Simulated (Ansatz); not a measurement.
## Single-point calculation, with input and output: WS2

- system: WS2 (6 atoms in the cell)
- method: DFT PBE, scalar-relativistic, plane waves, PAW, no spin polarisation (Ansatz 0.2.0)

The structure derives from an entry of the Crystallography Open Database. It belongs to a series of runs on one base structure; here: atom 3 (S) moved +0.525 A towards its neighbour atom 3 (S) at 3.180 A. Figures and captions count atoms from 1; the log counts them from 0 in places.

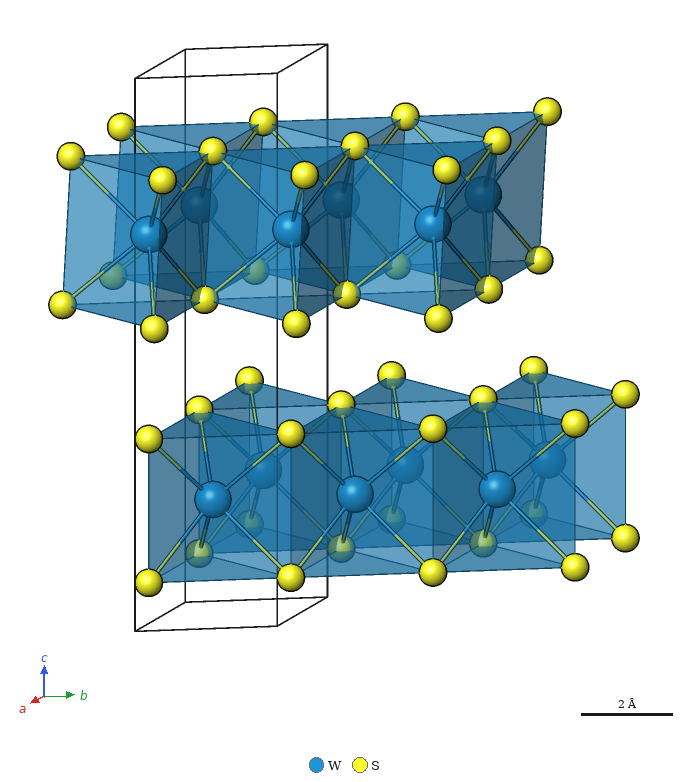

**Figure 1.** The input geometry (polyhedral view of the cell of the calculation, set on other vectors, repeated 2 × 3 × 1, seen slightly off an axis; polyhedra are completed across the faces of the cell). An atom can appear more than once, as a periodic image.

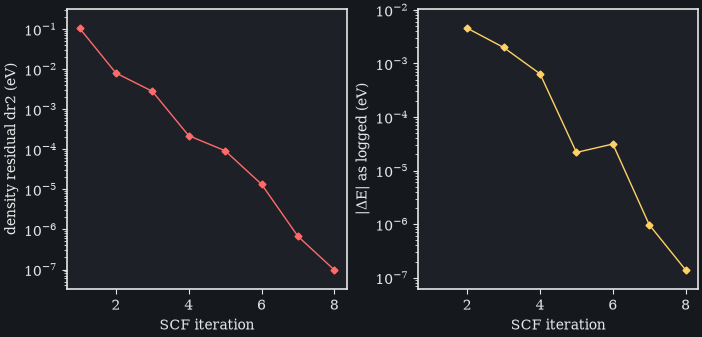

**Figure 2.** Convergence of the self-consistent field: density residual dr2 and size of the energy change against the SCF iteration. The residual falls at every step.

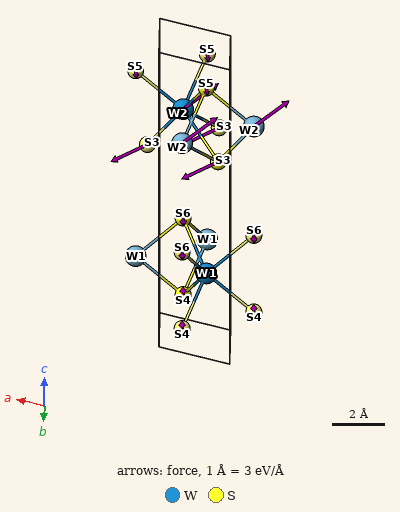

**Figure 3.** Forces on the atoms as pink arrows (ball-and-stick view of the cell of the calculation, seen at an oblique angle; neighbours outside the cell are drawn fainter; atoms are numbered from 1 in the order of the input); the smallest are left out. The largest act on W2 (5.15 eV/Å); S3 (4.78 eV/Å). The geometry is not a stationary point of this energy.

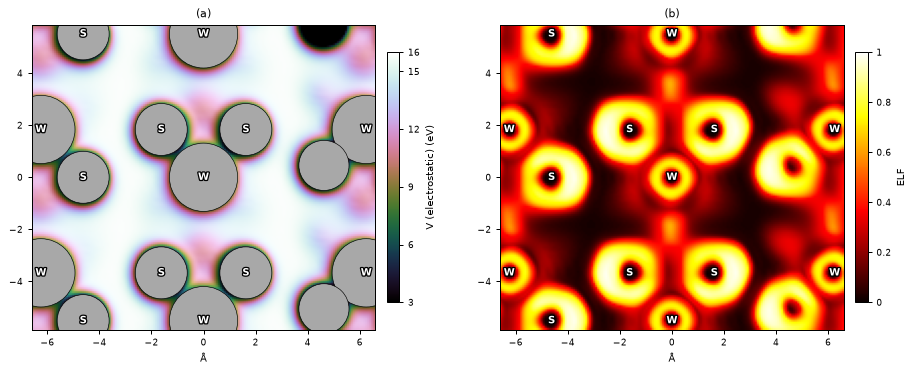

**Figure 4.** (a) electrostatic potential (local pseudopotential plus Hartree) felt by an electron; (b) ELF on the (110) plane of the conventional cell. Grey discs, where drawn, cover atomic cores. The section cuts through W and S sites. W–S (2.45 Å): the ELF is about 0.50 at the midpoint. The ELF has a maximum of about 0.55 in the space between the atoms. The strong features right at W lie inside the PAW spheres (semicore, d or f shells) and say nothing about bonding. Outside the cores the potential energy rises away from the atoms and is highest about 2.3 Å from the nearest atoms; outside the discs it spans about 13 eV, and its zero is arbitrary. Core electrons are frozen (PAW), so the fields are smoothed inside the atomic spheres.

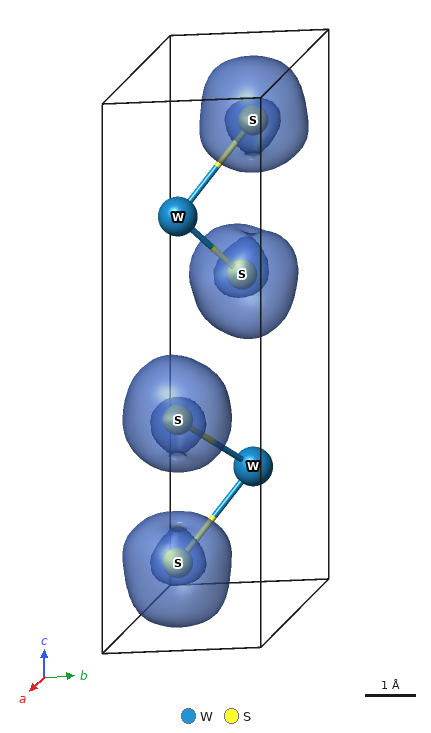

**Figure 5.** Isosurface of the ELF at 0.7 (blue), seen at an oblique angle. Only the valence region is drawn (cores and ρ < 0.01 e/Å³ removed). Sticks mark near contacts. The outline is the cell set on symmetry axes. Profiles from the grid: W–S (2.15 Å): the ELF is about 0.50 at the midpoint. W–S (2.45 Å): the ELF is about 0.50 at the midpoint.

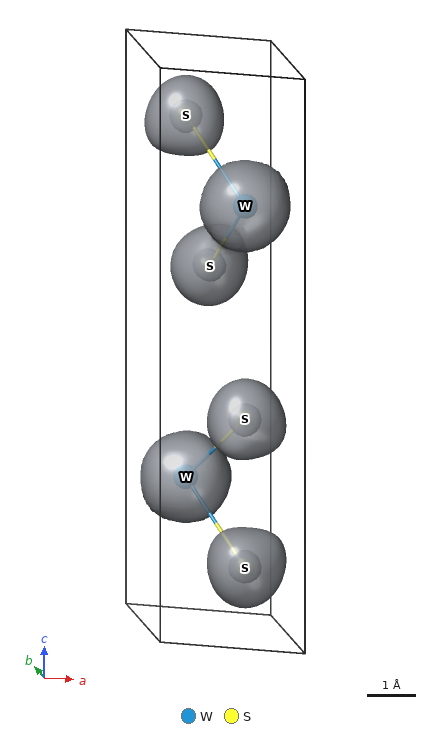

**Figure 6.** Isosurface of the valence charge density (pseudo) at 0.8 e/Å³ (grey), seen slightly off an axis. Sticks mark near contacts. The outline is the cell set on symmetry axes. At this value the density breaks into separate islands; it holds about 55 % of the electrons treated as valence (semicore included). It is pinched off along the W–S (2.45 Å) contacts. On the grid the lowest density along these lines, outside the cores, is 1 e/Å³ (W–S, 2.15 Å) and 0.58 e/Å³ (W–S, 2.45 Å).

These pictures come from the run below.

### The input
```yaml
crystal:
  lattice:
    - [3.1799996605, 0.0, 0.0]
    - [-1.5899998303, 2.75396049, 0.0]
    - [0.0, 0.0, 12.5]
  atoms:
    - { symbol: W, position: [0.3333333333, 0.6666666667, 0.25] }
    - { symbol: W, position: [0.6666666667, 0.3333333333, 0.75] }
    - { symbol: S, position: [0.1682389761, 0.5015723094, 0.62] }
    - { symbol: S, position: [0.6666666667, 0.3333333333, 0.12] }
    - { symbol: S, position: [0.3333333333, 0.6666666667, 0.88] }
    - { symbol: S, position: [0.6666666667, 0.3333333333, 0.38] }
basis:
  ecutwfc: 420
kpoints:
  mp_grid: { grid: [12, 12, 4] }
hamiltonian:
  xc: pbe
scf:
  occupations: { method: gaussian, width: 0.05 }
output:
  forces: true
  stress: true
  eigenvalues: true
  write_density: true
  write_potential: true
  elf: true
  volumetric_format: npy
```

Command:
```bash
ansatz run input.yaml --threads 2 --pin off --max-ram 5120MiB --backend cpu --events-out ev --progress --plain --runs-dir out
```

### Log
```
Engine: ansatz 0.2.0, x86_64-unknown-linux-gnu
Pseudopotentials: kind: paw
Pseudopotential: W, paw, valence charge 14, recommended cutoff 420 eV (normal), W.paw.azcp
Pseudopotential: S, paw, valence charge 6, recommended cutoff 420 eV (normal), S.paw.azcp
Functional definition: PBE
  parameter kappa = 0.804
  parameter beta = 0.06672455060314922
  exchange = pbe_x(kappa = kappa, mu = beta*pi^2/3)
  correlation = pbe_c(beta = beta)
Crystal: 6 atoms, lattice volume = 109.470 Å³
Basis set: ecut = 420 eV, 2129 PW (Γ), exchange–correlation on 48×48×180 points (8 copies of the dense FFT grid, shifted against one another)
Bands: 32, of which v1, the nominal top of the filled ones, is band 26 counted from 1 (25 counted from 0)
Symmetry: 1 space group operations
Space group: P1 (ITA 1), of the structure as read, at distance tolerance 4.8e-5 Å
k-points: 292 of 576 (time reversal used)
Non-local potential: W, projectors of the file, l = 0: 3, l = 1: 2, l = 2: 2, l = 3: 1
Non-local potential: S, projectors of the file, l = 0: 2, l = 1: 2, l = 2: 2
PAW form: soft (Blöchl's): semilocal exchange-correlation on the pseudo side does not see the compensation charge
PAW one-centre angular grid: W, 590 points (default); XC on 64 Gauss nodes
PAW one-centre angular grid: S, 110 points (default); XC on 64 Gauss nodes
Initial density: superposition of atomic densities (neutral atoms: chi_scale 0, normalization atom), corrected by the library's trained network
Initial wavefunctions: pseudopotential atomic-orbital guess
Functional: x = pbe(κ = 0.804, μ = 0.2195149727645171), c = pbe(β = 0.06672455060314922)
SCF iter   1: F=—  HF=-24381.515532 eV  |F-HF|=—  |Δ(HF+E_count)|=         —  Δρ=6.02e-3  dr2=1.05e-1  ethr=1.77e-3  ⟨swp⟩=6.2  Hψ=43090  notcnv=0
preconditioner: auto → Resta (q_TF=auto, 2.410 Å⁻¹)  ε∞=8.0  [insulator: Δε(μ)=0.473 eV  Ē_g=8.032 eV  σ=0.050 eV  W_gap=1.00  n_scr=26 (ndim 8)  ℏωp=21.3 eV  f_vac=0.013  D(μ)=0.00/eV (n_scr^D=0)  ε∞_Penn≈8.0]
SCF iter   2: F=—  HF=-24381.510970 eV  |F-HF|=—  |Δ(HF+E_count)|=   4.56e-3  Δρ=3.22e-3  dr2=7.98e-3  ethr=2.03e-4  ⟨swp⟩=2.0  Hψ=12538  notcnv=0  defer=319
SCF iter   3: F=—  HF=-24381.512957 eV  |F-HF|=—  |Δ(HF+E_count)|=   1.99e-3  Δρ=1.64e-3  dr2=2.79e-3  ethr=1.53e-5  ⟨swp⟩=2.3  Hψ=12996  notcnv=0  defer=319
SCF iter   4: F=—  HF=-24381.513598 eV  |F-HF|=—  |Δ(HF+E_count)|=   6.41e-4  Δρ=2.10e-4  dr2=2.18e-4  ethr=5.37e-6  ⟨swp⟩=2.2  Hψ=12570  notcnv=0  defer=319
SCF iter   5: F=—  HF=-24381.513576 eV  |F-HF|=—  |Δ(HF+E_count)|=   2.18e-5  Δρ=1.74e-4  dr2=9.18e-5  ethr=4.19e-7  ⟨swp⟩=2.0  Hψ=12482  notcnv=0  defer=319
SCF iter   6: F=—  HF=-24381.513608 eV  |F-HF|=—  |Δ(HF+E_count)|=   3.13e-5  Δρ=6.74e-5  dr2=1.34e-5  ethr=1.77e-7  ⟨swp⟩=2.0  Hψ=12961  notcnv=0  defer=400
SCF iter   7: F=—  HF=-24381.513607 eV  |F-HF|=—  |Δ(HF+E_count)|=   9.71e-7  Δρ=1.92e-5  dr2=6.72e-7  ethr=2.57e-8  ⟨swp⟩=2.0  Hψ=11969  notcnv=0  defer=405
SCF iter   8: F=-24381.513607 eV  HF=-24381.513607 eV  |F-HF|=3.30e-8  |Δ(HF+E_count)|=   1.39e-7  Δρ=6.89e-6  dr2=9.73e-8  ethr=1.92e-10  ⟨swp⟩=14.6  Hψ=73748  notcnv=0
SCF 1 converged in 8 iterations: F = -24381.513607 eV  dr2 = 9.73e-8
  greatest PAW one-centre occupation: 1.000 electrons in one spin orbital (limit 2), on the W atom at site 0 (counted from 0), in its partial waves of l = 0
SCF converged after 8 iterations
Free energy (F): -24381.513607 eV
Harris-Foulkes:  -24381.513607 eV  (|F-HF|=3.30e-8)
Internal energy: -24381.513607 eV  (E = F + TS)
E sigma→0 (E₀):  -24381.513607 eV
Fermi energy:    11.443406 eV
--- Per-component energies (eV) ---
  E_band       = -391.383490
  E_kinetic    = 1328.516306
  E_local      = -3476.279679  (includes V_loc(G=0)·N_el)
  E_nonlocal   = 115.226904
  E_hartree    = 1369.449339
  E_xc         = -922.514885
  E_vxc        = -827.698180  (∫ρ·V_xc dr)
  E_paw        = -19526.120665  (= ΣΔE_a)
  E_vpaw       = -270.056272  (= ΣTr[D̂ρ^β])
  E_aug_tail   = -0.000110  (compensation charges beyond the density's cutoff)
  E_ewald      = -3269.790818
  E_smearing   = -0.000000  (= −TS)
  E_closure    = 0.000000  (closes the sum)
  Σ components = -24381.513607   (vs F -24381.513607, Δ=0.00e0)
--- Forces (eV/Å), atoms counted from 1 ---
  atom   1  W     -0.01713981    -0.01692988     0.00627044
  atom   2  W     -3.00602967    -3.09409700     2.80634414
  atom   3  S      3.29964011     2.91078027    -1.86339114
  atom   4  S      0.00665180     0.00560927     1.05379470
  atom   5  S     -0.25948858     0.21848538    -0.93354401
  atom   6  S     -0.02364803    -0.02385022    -1.06939136
  max |Σ_I F_I| component: 8.28e-5 eV/Å
--- Stress (GPa, compression-positive) ---
        2.103635       0.647565      -8.164170
        0.647565      -1.562742      -6.087753
       -8.164170      -6.087754       0.308162
  P = ⅓ Tr σ = 0.2830 GPa (2.830 kbar)
--- Band table (eV; the first three rows and the last of 292) ---
  k-point 0: bands = ["-63.3661", "-63.2881", "-27.6488", "-27.6244", "-27.4560", "-27.4550", "-27.4231", "-27.3739", "-4.0721", "-3.8154", "-2.7386", "-2.2891", "3.8339", "4.8866", "7.1147", "8.0181", "8.1024", "8.1039", "8.1312", "8.5366", "9.2586", "9.2596", "9.6933", "9.9559", "10.5625", "11.1625", "11.7313", "12.8629", "13.4867", "13.4882", "13.4905", "13.5028"]
  k-point 1: bands = ["-63.3661", "-63.2881", "-27.6488", "-27.6244", "-27.4560", "-27.4550", "-27.4231", "-27.3739", "-4.0421", "-3.8633", "-2.6641", "-2.3491", "3.9559", "4.6799", "7.3206", "7.9955", "8.1030", "8.1041", "8.1875", "8.5334", "9.2158", "9.2595", "9.2683", "10.2576", "10.6210", "11.1215", "11.7304", "12.8664", "13.4844", "13.4885", "13.4906", "13.4992"]
  k-point 2: bands = ["-63.3661", "-63.2881", "-27.6487", "-27.6244", "-27.4560", "-27.4550", "-27.4231", "-27.3739", "-3.9687", "-3.9534", "-2.5073", "-2.4926", "4.2711", "4.2913", "7.5425", "7.9669", "8.1033", "8.1043", "8.3186", "8.5125", "8.8450", "9.2593", "9.2605", "10.3609", "10.7337", "11.0572", "11.7296", "12.8700", "13.4803", "13.4886", "13.4914", "13.4971"]
  k-point 291: bands = ["-63.3495", "-63.2714", "-27.7789", "-27.7526", "-27.5657", "-27.5627", "-27.5326", "-27.4761", "-1.8853", "-1.8174", "-1.6985", "-1.6306", "4.2426", "4.2796", "5.4206", "5.4672", "6.2328", "6.3987", "7.4526", "7.5460", "8.3288", "8.4247", "8.8633", "9.5255", "9.6790", "10.9380", "12.7359", "13.5464", "13.6179", "13.8956", "13.9888", "14.5301"]
```

### Key numbers

- outcome: converged
- space group (tolerance 0.01 Å): P1 (1)
- electrons treated: 52
- free energy: −24381.5136 eV
- Fermi energy: 11.443 eV
- gap on the k-point mesh: 0.57 eV
- pressure: 0.28 GPa
- largest force (length of the vector): 5.146 eV/Å
- hardware: 2 threads of Intel Xeon @ 2.50GHz (Skylake/Cascade Lake), 192 GiB of memory available, shared host
- wall time: 65 s (CPU time 2.1 min)
- peak memory: 0.97 GiB

### Notes

Spin–orbit coupling is left out, which matters for W.
